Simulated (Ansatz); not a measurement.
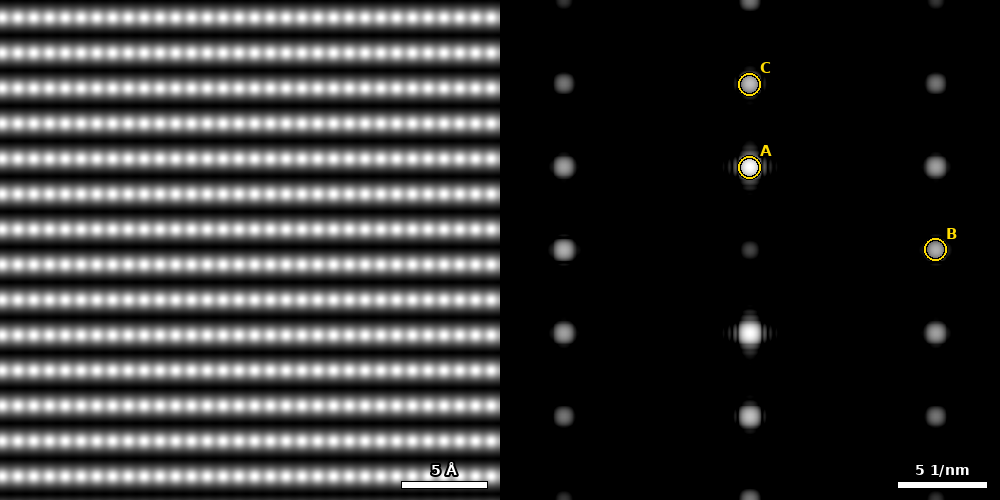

iDPC-like image of Ga (Fm-3m, No. 225) along [210]. Simulated as the projected potential of neutral atoms (B = 0.5 Å²) blurred by a 0.50 Å probe, the thin-sample limit of integrated differential phase contrast. The display is stretched by a gamma of 0.65; percentages refer to the linear signal. Structure used: the input geometry of an electronic-structure calculation (not necessarily at equilibrium); the starting structure was generated, so it need not be a known form of this composition.

The right panel is the modulus of the image's Fourier transform on a logarithmic scale.

a = 4.234 Å, b = 4.234 Å, c = 4.234 Å, α = 90.00°, β = 90.00°, γ = 90.00°

Index the marked spots and give their plane spacings (the zone axis points at the viewer; indices equivalent by symmetry, or all signs reversed, are as good).

Answer. A: (0 0 -2), d = 2.12 Å; B: (2 -4 0), d = 0.95 Å; C: (0 0 -4), d = 1.06 Å. A and B enclose 90°, and every spot obeys the zone law hu + kv + lw = 0 for [210].
